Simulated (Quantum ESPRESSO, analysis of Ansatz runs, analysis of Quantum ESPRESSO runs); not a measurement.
# Ga-H pair in Si: local vibrational mode against experiment (Quantum ESPRESSO)

How near does this set-up come to the measured local vibrational mode? Subject: Ga-H pair in Si. Set-up: PBE, GBRV 1.5 PBE, 64-site cell, PBE lattice, k: the zone centre alone. The model is a cell of 64 host atoms with Ga put on another atom's site and H put in between. The frequencies come from force constants among the defect atom and its neighbours, with the masses of the isotopes named. A local or semilocal functional is the cheapest first rung.

**The experiment.** Si-H stretch, 1H: 2171 cm⁻¹, by IR absorption (quoted in “Local vibrational modes of impurities in silicon”, 2008, M.D. McCluskey, quoting earlier work (1987)). The runs below try to reproduce this.

Calculated with Quantum ESPRESSO 7.5; Quantum ESPRESSO plane-wave DFT, PBE, GBRV 1.5 PBE potentials; relaxation of all atoms of a defect supercell.

## Step 1: The structure

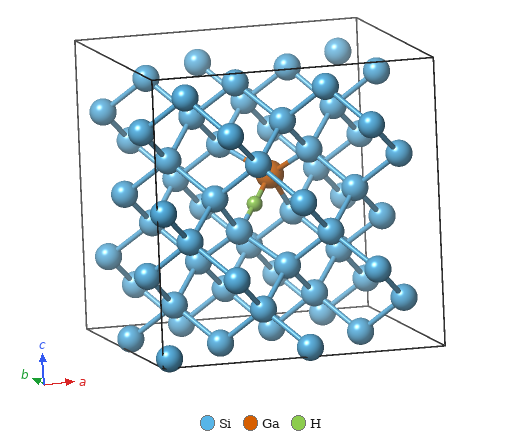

Start, viewed slightly off an axis; silicon blue, gallium orange, hydrogen green. Bonds to atoms that aren't drawn are left out.

The cell holds 65 atoms: 63 Si, 1 Ga and 1 H. Cell: a = 10.936 Å, b = 10.936 Å, c = 10.936 Å, α = 90.0°, β = 90.0°, γ = 90.0°. It derives from Si (space group Fd-3m). Nearest the centre at fractional (0.346, 0.346, 0.346): H65 at 0.56 Å, Ga8 at 1.01 Å, Si4 at 2.04 Å, Si49 at 2.60 Å, Si42 at 2.61 Å, Si27 at 2.62 Å, Si5 at 3.41 Å, Si6 at 3.43 Å.

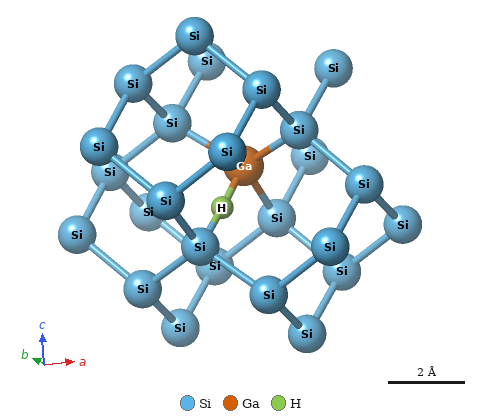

The atoms within 5 Å of the centre.

The host's primitive cell comes from a first run (Quantum ESPRESSO plane-wave DFT, PBE, GBRV 1.5 PBE potentials; relaxation of cell and atoms of a defect-free cell): vectors of 3.867, 3.867 and 3.867 Å. That is 20.44 Å³ an atom, 2.1 % over the diffraction cell's volume. The supercell is built on it.

## Step 2: Relaxation, charge 0

Every later number rests on the structure around the defect, so the atoms are relaxed at the host's lattice first.

File pw.in:

```
&CONTROL
  calculation = 'relax'
  prefix = 'pwscf'
  outdir = './tmp'
  pseudo_dir = './pseudo'
  tprnfor = .true.
  disk_io = 'low'
  nstep = 70
  forc_conv_thr = 0.00039
  etot_conv_thr = 0.0001
/
&SYSTEM
  ibrav = 0
  nat = 65
  ntyp = 3
  ecutwfc = 45
  ecutrho = 360
  nbnd = 140
  occupations = 'smearing'
  smearing = 'fd'
  degauss = 0.00073499
  nosym = .true.
/
&ELECTRONS
  conv_thr = 6d-08
  electron_maxstep = 100
  mixing_beta = 0.5
/
&IONS
  ion_dynamics = 'bfgs'
/
ATOMIC_SPECIES
Si    28.0850 si_pbe_v1.uspp.F.UPF
Ga    69.7230 ga_pbe_v1.4.uspp.F.UPF
H      1.0080 h_pbe_v1.4.uspp.F.UPF
CELL_PARAMETERS angstrom
  10.9364688678    0.0000000000    0.0000000000
   0.0000000000   10.9364688678    0.0000000000
   0.0000000000    0.0000000000   10.9364688678
ATOMIC_POSITIONS crystal
Si    -0.0005030425    0.0015943996    0.2507410413
Si     0.0003371502    0.2490996135   -0.0015556150
Si     0.2494105926    0.0013193919   -0.0011207622
Si     0.2380689526    0.2380603315    0.2372226981
Si     0.1261445844    0.1255368462    0.3736786269
Si     0.1261064238    0.3744554728    0.1236495851
Si     0.3734666508    0.1241842790    0.1244275111
Ga     0.3973591357    0.3990876125    0.3998887060
Si     0.0015322098   -0.0003663794    0.7509286567
Si    -0.0008730511    0.2511046733    0.4988330456
Si     0.2517063975   -0.0004004516    0.5005216802
Si     0.2484155124    0.2505304894    0.7492568418
Si     0.1251643883    0.1233573108    0.8742133282
Si     0.1236287235    0.3758127130    0.6258963272
Si     0.3767239681    0.1251914319    0.6255793029
Si     0.3752077456    0.3736836164    0.8737476902
Si     0.0016370645    0.4999778505    0.2491852403
Si    -0.0008622627    0.7486693803    0.0009111852
Si     0.2502443084    0.5013607488    0.0011970714
Si     0.2485399655    0.7489255135    0.2502410019
Si     0.1239651534    0.6237651483    0.3758651808
Si     0.1267407015    0.8755343483    0.1248304886
Si     0.3754537777    0.6267664876    0.1251338334
Si     0.3736882372    0.8761858890    0.3754661004
Si     0.0002204577    0.5018026216    0.7497849236
Si     0.0017635314    0.7504812932    0.5000511636
Si     0.2508404925    0.5004444503    0.5015621589
Si     0.2513945078    0.7510695404    0.7505057029
Si     0.1238826336    0.6252137824    0.8735681853
Si     0.1243147850    0.8766732483    0.6247260941
Si     0.3767594544    0.6250414426    0.6254968970
Si     0.3761223531    0.8739454592    0.8740138098
Si     0.4986023299   -0.0009127336    0.2492531803
Si     0.4990328834    0.2508096472    0.0013241831
Si     0.7485917561    0.0010546285    0.0004989108
Si     0.7492606734    0.2510382560    0.2486886172
Si     0.6234767123    0.1251807447    0.3740043946
Si     0.6256208637    0.3754549739    0.1266588644
Si     0.8768238910    0.1251157919    0.1250657095
Si     0.8736986178    0.3738578939    0.3755884744
Si     0.5005580904    0.0011445043    0.7513126115
Si     0.4993493536    0.2482989798    0.4998341884
Si     0.7508597808   -0.0016128946    0.4999395683
Si     0.7507145060    0.2515428697    0.7506733040
Si     0.6232110783    0.1251552033    0.8753463742
Si     0.6248704721    0.3740327000    0.6234534369
Si     0.8758280520    0.1261276964    0.6238223181
Si     0.8755000273    0.3760522932    0.8735904059
Si     0.5011722497    0.4986198602    0.2502556339
Si     0.4983442771    0.7494668831   -0.0005645105
Si     0.7497010803    0.4997209410   -0.0017824357
Si     0.7487011324    0.7504220682    0.2487838152
Si     0.6246440617    0.6267740021    0.3747344277
Si     0.6268056656    0.8749215559    0.1252787874
Si     0.8745708082    0.6232223605    0.1250098186
Si     0.8753448984    0.8732727029    0.3754917254
Si     0.5016415549    0.5006492538    0.7495224321
Si     0.4992790062    0.7493572333    0.5015528435
Si     0.7489575933    0.4988632698    0.4990173827
Si     0.7491469879    0.7483898596    0.7501553139
Si     0.6251090878    0.6259394599    0.8734348102
Si     0.6249625089    0.8767148035    0.6256343085
Si     0.8759379679    0.6239176683    0.6261371361
Si     0.8757547822    0.8736357710    0.8740442348
H      0.3172015549    0.3149469235    0.3157125300
K_POINTS gamma
```

On the command line:

```
OMP_NUM_THREADS=1 mpirun -n 4 pw.x -in pw.in > pw.out
```

Log:

```text
This program is part of the open-source Quantum ESPRESSO suite
     for quantum simulation of materials; please cite
         "P. Giannozzi et al., J. Phys.:Condens. Matter 21 395502 (2009);
         "P. Giannozzi et al., J. Phys.:Condens. Matter 29 465901 (2017);
         "P. Giannozzi et al., J. Chem. Phys. 152 154105 (2020);
          URL
     in publications or presentations arising from this work. More details at

     gamma-point specific algorithms are used

     Subspace diagonalization in iterative solution of the eigenvalue problem:
     a serial algorithm will be used

     --------------------
     sticks:   dense  smooth     PW     G-vecs:    dense   smooth      PW
     Min        3064    1529    382               254588    90021   11254
     Max        3065    1532    384               254593    90024   11259
     Sum       12257    6125   1533              1018357   360093   45025

     Using Slab Decomposition

     bravais-lattice index     =            0
     lattice parameter (alat)  =      20.6669  a.u.
     unit-cell volume          =    8827.3016 (a.u.)^3
     number of atoms/cell      =           65
     number of atomic types    =            3
     number of electrons       =       272.00
     number of Kohn-Sham states=          140
     kinetic-energy cutoff     =      45.0000  Ry
     charge density cutoff     =     360.0000  Ry
     scf convergence threshold =      6.0E-08
     mixing beta               =       0.5000
     number of iterations used =            8  plain     mixing
     energy convergence thresh.=      1.0E-04
     force convergence thresh. =      3.9E-04
     Exchange-correlation=  SLA  PW   PBX  PBC
                           (   1   4   3   4   0   0   0)
     nstep                     =           70

     celldm(1)=  20.666931  celldm(2)=   0.000000  celldm(3)=   0.000000
     celldm(4)=   0.000000  celldm(5)=   0.000000  celldm(6)=   0.000000

     crystal axes: (cart. coord. in units of alat)
               a(1) = (   1.000000   0.000000   0.000000 )
               a(2) = (   0.000000   1.000000   0.000000 )
               a(3) = (   0.000000   0.000000   1.000000 )

     reciprocal axes: (cart. coord. in units 2 pi/alat)
               b(1) = (  1.000000  0.000000  0.000000 )
               b(2) = (  0.000000  1.000000  0.000000 )
               b(3) = (  0.000000  0.000000  1.000000 )

     PseudoPot. # 1 for Si read from file:
     si_pbe_v1.uspp.F.UPF
     Pseudo is Ultrasoft + core correction, Zval =  4.0
     Generated by new atomic code, or converted to UPF format
     Using radial grid of  899 points,  6 beta functions with:
                l(1) =   0
                l(2) =   0
                l(3) =   1
                l(4) =   1
                l(5) =   2
                l(6) =   2
     Q(r) pseudized with  8 coefficients,  rinner =    0.900   0.900   0.900
                                                       0.900   0.900

     PseudoPot. # 2 for Ga read from file:
     ga_pbe_v1.4.uspp.F.UPF
     Pseudo is Ultrasoft + core correction, Zval = 19.0
     Generated by new atomic code, or converted to UPF format
     Using radial grid of  871 points,  6 beta functions with:
                l(1) =   0
                l(2) =   0
                l(3) =   1
                l(4) =   1
                l(5) =   2
                l(6) =   2
     Q(r) pseudized with  8 coefficients,  rinner =    1.250   1.250   1.250
                                                       1.250   1.250

     PseudoPot. # 3 for H  read from file:
     h_pbe_v1.4.uspp.F.UPF
     Pseudo is Ultrasoft, Zval =  1.0
     Generated by new atomic code, or converted to UPF format
     Using radial grid of  615 points,  2 beta functions with:
                l(1) =   0
                l(2) =   0
     Q(r) pseudized with  8 coefficients,  rinner =    0.700

     atomic species   valence    mass     pseudopotential
     Si                4.00    28.08500     Si( 1.00)
     Ga               19.00    69.72300     Ga( 1.00)
     H                 1.00     1.00800     H ( 1.00)

     No symmetry found

   Cartesian axes

     site n.     atom                  positions (alat units)
         1        Si     tau(   1) = (  -0.0005030   0.0015944   0.2507410  )
         2        Si     tau(   2) = (   0.0003372   0.2490996  -0.0015556  )
         3        Si     tau(   3) = (   0.2494106   0.0013194  -0.0011208  )
         4        Si     tau(   4) = (   0.2380690   0.2380603   0.2372227  )
         5        Si     tau(   5) = (   0.1261446   0.1255368   0.3736786  )
         6        Si     tau(   6) = (   0.1261064   0.3744555   0.1236496  )
         7        Si     tau(   7) = (   0.3734667   0.1241843   0.1244275  )
         8        Ga     tau(   8) = (   0.3973591   0.3990876   0.3998887  )
         9        Si     tau(   9) = (   0.0015322  -0.0003664   0.7509287  )
        10        Si     tau(  10) = (  -0.0008731   0.2511047   0.4988330  )
        11        Si     tau(  11) = (   0.2517064  -0.0004005   0.5005217  )
        12        Si     tau(  12) = (   0.2484155   0.2505305   0.7492568  )
        13        Si     tau(  13) = (   0.1251644   0.1233573   0.8742133  )
        14        Si     tau(  14) = (   0.1236287   0.3758127   0.6258963  )
        15        Si     tau(  15) = (   0.3767240   0.1251914   0.6255793  )
        16        Si     tau(  16) = (   0.3752077   0.3736836   0.8737477  )
        17        Si     tau(  17) = (   0.0016371   0.4999779   0.2491852  )
[...]
57        Si     tau(  57) = (   0.5016416   0.5006493   0.7495224  )
        58        Si     tau(  58) = (   0.4992790   0.7493572   0.5015528  )
        59        Si     tau(  59) = (   0.7489576   0.4988633   0.4990174  )
        60        Si     tau(  60) = (   0.7491470   0.7483899   0.7501553  )
        61        Si     tau(  61) = (   0.6251091   0.6259395   0.8734348  )
        62        Si     tau(  62) = (   0.6249625   0.8767148   0.6256343  )
        63        Si     tau(  63) = (   0.8759380   0.6239177   0.6261371  )
        64        Si     tau(  64) = (   0.8757548   0.8736358   0.8740442  )
        65        H      tau(  65) = (   0.3172016   0.3149469   0.3157125  )

     number of k points=     1  Fermi-Dirac smearing, width (Ry)=  0.0007
                       cart. coord. in units 2pi/alat
        k(    1) = (   0.0000000   0.0000000   0.0000000), wk =   2.0000000

     Dense  grid:   509179 G-vectors     FFT dimensions: ( 125, 125, 125)

     Smooth grid:   180047 G-vectors     FFT dimensions: (  90,  90,  90)

[...]
atom    4 type  1   force =     0.00010155    0.00004144    0.00001871
     atom    5 type  1   force =    -0.00009982   -0.00023090    0.00011747
     atom    6 type  1   force =    -0.00028625   -0.00001651   -0.00017607
     atom    7 type  1   force =     0.00003821   -0.00014395   -0.00024785
     atom    8 type  2   force =     0.00010105    0.00006123    0.00000591
     atom    9 type  1   force =     0.00003932    0.00028264   -0.00017248
     atom   10 type  1   force =    -0.00004340    0.00001740   -0.00010211
     atom   11 type  1   force =    -0.00002018   -0.00003948   -0.00001722
     atom   12 type  1   force =    -0.00008854   -0.00019369    0.00022649
     atom   13 type  1   force =    -0.00010518   -0.00004861    0.00010452
     atom   14 type  1   force =    -0.00006409    0.00001982   -0.00009941
     atom   15 type  1   force =    -0.00001318   -0.00005913    0.00003584
     atom   16 type  1   force =     0.00007872    0.00019273   -0.00007509
[...]
Total force =     0.001955     Total SCF correction =     0.000030
     Energy error            =      9.1E-06 Ry
     Gradient error          =      4.2E-04 Ry/Bohr

     number of scf cycles    =  17
     number of bfgs steps    =  16

     energy             old  =   -1020.5440577880 Ry
     energy             new  =   -1020.5440668404 Ry

     CASE: energy            _new < energy            _old

     new trust radius        =       0.0015275684 bohr
     new conv_thr            =       0.0000000006 Ry

ATOMIC_POSITIONS (crystal)
Si              -0.0021933360       -0.0020533670        0.2493343480
Si              -0.0021656591        0.2493172026       -0.0023784445
Si               0.2492639768       -0.0024620268       -0.0025607191
Si               0.2316663744        0.2314706609        0.2313087380
Si               0.1202518097        0.1204082714        0.3763750459
Si               0.1202991613        0.3764071643        0.1200578136
Si               0.3762692590        0.1199235704        0.1198123954
Ga               0.4028411201        0.4029018336        0.4029558131
Si              -0.0001419110       -0.0001546266        0.7492381898
Si              -0.0004599487        0.2508813876        0.5000769653
Si               0.2507954844       -0.0003337530        0.4999964789
Si               0.2501515450        0.2501931659        0.7495258624
Si               0.1248784773        0.1248299495        0.8738940511
Si               0.1239110464        0.3756026342        0.6262212766
Si               0.3755556716        0.1240816712        0.6260838201
Si               0.3750705131        0.3751324015        0.8743232708
[...]
NEW-OLD atomic charge density approx. for the potential

     Self-consistent Calculation

     iteration #  1     ecut=    45.00 Ry     beta= 0.50
     Davidson diagonalization with overlap
     ethr =  1.00E-06,  avg # of iterations =  2.0

     Threshold (ethr) on eigenvalues was too large:
     Diagonalizing with lowered threshold

     Davidson diagonalization with overlap
     ethr =  4.42E-10,  avg # of iterations =  9.0

     total energy              =   -1020.54407224 Ry
     estimated scf accuracy    <       0.00000202 Ry

     iteration #  2     ecut=    45.00 Ry     beta= 0.50
     Davidson diagonalization with overlap
     ethr =  7.42E-10,  avg # of iterations =  2.0

     total energy              =   -1020.54407240 Ry
     estimated scf accuracy    <       0.00000057 Ry

     iteration #  3     ecut=    45.00 Ry     beta= 0.50
     Davidson diagonalization with overlap
     ethr =  2.10E-10,  avg # of iterations =  2.0

     total energy              =   -1020.54407249 Ry
     estimated scf accuracy    <       0.00000026 Ry

     iteration #  4     ecut=    45.00 Ry     beta= 0.50
     Davidson diagonalization with overlap
     ethr =  9.69E-11,  avg # of iterations =  2.0

     total energy              =   -1020.54407252 Ry
     estimated scf accuracy    <       0.00000005 Ry

     iteration #  5     ecut=    45.00 Ry     beta= 0.50
     Davidson diagonalization with overlap
     ethr =  1.90E-11,  avg # of iterations =  2.0

     total energy              =   -1020.54407253 Ry
     estimated scf accuracy    <          4.9E-09 Ry

     iteration #  6     ecut=    45.00 Ry     beta= 0.50
     Davidson diagonalization with overlap
     ethr =  1.79E-12,  avg # of iterations =  4.0

     total energy              =   -1020.54407253 Ry
     estimated scf accuracy    <          6.2E-10 Ry

     iteration #  7     ecut=    45.00 Ry     beta= 0.50
     Davidson diagonalization with overlap
     ethr =  2.27E-13,  avg # of iterations =  5.0

     End of self-consistent calculation

          k = 0.0000 0.0000 0.0000 ( 22513 PWs)   bands (ev):

[...]
2.2814   2.3256   2.3259   2.3393   2.3398   2.3428   2.3557   2.3558
     2.3728   2.3732   2.3805   2.3819   2.4024   2.4040   2.4042   2.4981
     2.5374   2.5377   2.5541   2.5545   2.6725   2.7208   2.7212   3.1957
     3.2670   3.2670   3.2835   3.3403   3.3405   4.0889   4.1568   4.1570
     4.2087   4.2126   4.2132   4.2135   4.2139   4.2302   4.2304   4.3351
     4.3353   4.6488   4.7095   4.7097   4.7362   4.7563   4.7625   4.7625
     4.7736   4.7935   4.7937   4.8157   4.8159   4.8486   4.8635   4.8636
     4.8996   4.8998   4.9134   5.2563   5.2566   6.0464   6.1322   6.1323
     6.7196   6.7357   6.8426   6.8427

     the Fermi energy is     6.3860 ev

!    total energy              =   -1020.54407253 Ry
     estimated scf accuracy    <          7.3E-11 Ry
     smearing contrib. (-TS)   =      -0.00000000 Ry
     internal energy E=F+TS    =   -1020.54407253 Ry

     The total energy is F=E-TS. E is the sum of the following terms:
     one-electron contribution =    -380.95886507 Ry
     hartree contribution      =     310.73000304 Ry
     xc contribution           =    -320.71413564 Ry
     ewald contribution        =    -629.60107487 Ry

     convergence has been achieved in   7 iterations

     Forces acting on atoms (cartesian axes, Ry/au):

[...]
atom   58 type  1   force =     0.00019694    0.00024901    0.00003440
     atom   59 type  1   force =     0.00016235    0.00011422    0.00014344
     atom   60 type  1   force =    -0.00007917   -0.00013998   -0.00016154
     atom   61 type  1   force =     0.00009322    0.00007148    0.00013449
     atom   62 type  1   force =     0.00004934    0.00001658   -0.00001784
     atom   63 type  1   force =     0.00006779    0.00010245   -0.00001343
     atom   64 type  1   force =     0.00009847    0.00020204    0.00005304
     atom   65 type  3   force =     0.00021693    0.00013695    0.00004760

     Total force =     0.001481     Total SCF correction =     0.000017
     Energy error            =      5.7E-06 Ry
     Gradient error          =      2.9E-04 Ry/Bohr

     bfgs converged in  18 scf cycles and  17 bfgs steps
     (criteria: energy <  1.0E-04 Ry, force <  3.9E-04 Ry/Bohr)

     End of BFGS Geometry Optimization

     Final energy             =   -1020.5440725325 Ry

     File ./tmp/pwscf.bfgs deleted, as requested
Begin final coordinates

ATOMIC_POSITIONS (crystal)
[...]
Si               0.5001388992        0.7498924659        0.5001743706
Si               0.7498392099        0.5003002148        0.5000661198
Si               0.7500263610        0.7500787676        0.7499497155
Si               0.6249648040        0.6248960933        0.8748073898
Si               0.6249284609        0.8751100109        0.6249719720
Si               0.8750429172        0.6250340823        0.6249069779
Si               0.8750194705        0.8750595486        0.8749078856
H                0.3124248260        0.3099363623        0.3096344853
End final coordinates

=------------------------------------------------------------------------------=
   JOB DONE.
=------------------------------------------------------------------------------=
```

Wall time 16 min (4 MPI ranks of Arm Neoverse V1, shared host); peak memory 3.6 GiB.

(Part 1 of 2 ends here.)

[Logs are printed without paths, hosts, clocks, repeated set-up lines and the standing remarks that a program may print on its own settings, such as how far it seeks lower states.]

[Hosts, paths, dates, database ids (printed as entryN), source tags and the programs' standing remarks are cut or masked in the printed files.]

[For some hosts the program warned that the k-mesh of the response run may be too coarse for force constants and the static dielectric constant; such warnings are not shown here.]
